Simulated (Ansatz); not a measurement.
Given this structure, the input geometry of an electronic-structure calculation (not necessarily at equilibrium); the starting structure was generated, so it need not be a known form of this composition, written in its standard cell:

```
CELL_PARAMETERS angstrom
2.70979 0.00000 0.00000
-1.35489 2.34675 0.00000
0.00000 0.00000 4.56695
ATOMIC_POSITIONS crystal
Si 0.33333 0.66667 0.25000
Si 0.66667 0.33333 0.75000
```

### What does the kinematic electron diffraction pattern along [201] look like at 300 kV (B = 0.5 Å²)?

The spots form a centred rectangular net whose two shortest vectors correspond to d = 2.35 Å and 1.64 Å, 69.6° apart. They are 0 1 0 and 1 0 -2. The pattern has symmetry 2mm. No reflection of this zone is absent.

Strongest reflections with d > 0.80 Å, one of each family (|F|² from tabulated Gaussian fits of the electron scattering factors, times a small damping for the curvature of the Ewald sphere):

| hkl | d (Å) | I (strongest = 100) |
| --- | --- | --- |
| 0 1 0 | 2.347 | 100 |
| 1 1 -2 | 1.165 | 51 |
| 1 0 -2 | 1.637 | 37 |
| 2 -1 -4 | 0.873 | 19 |
| 0 2 0 | 1.173 | 13 |
| 1 2 -2 | 0.827 | 4 |

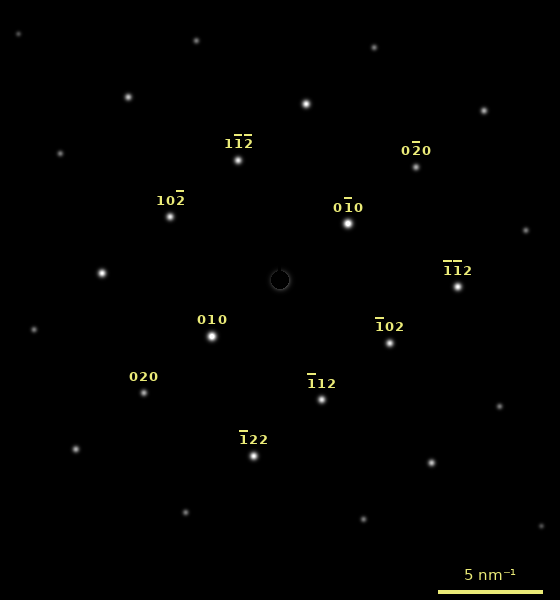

Calculated pattern, seen from the source side with [201] pointing towards the source.
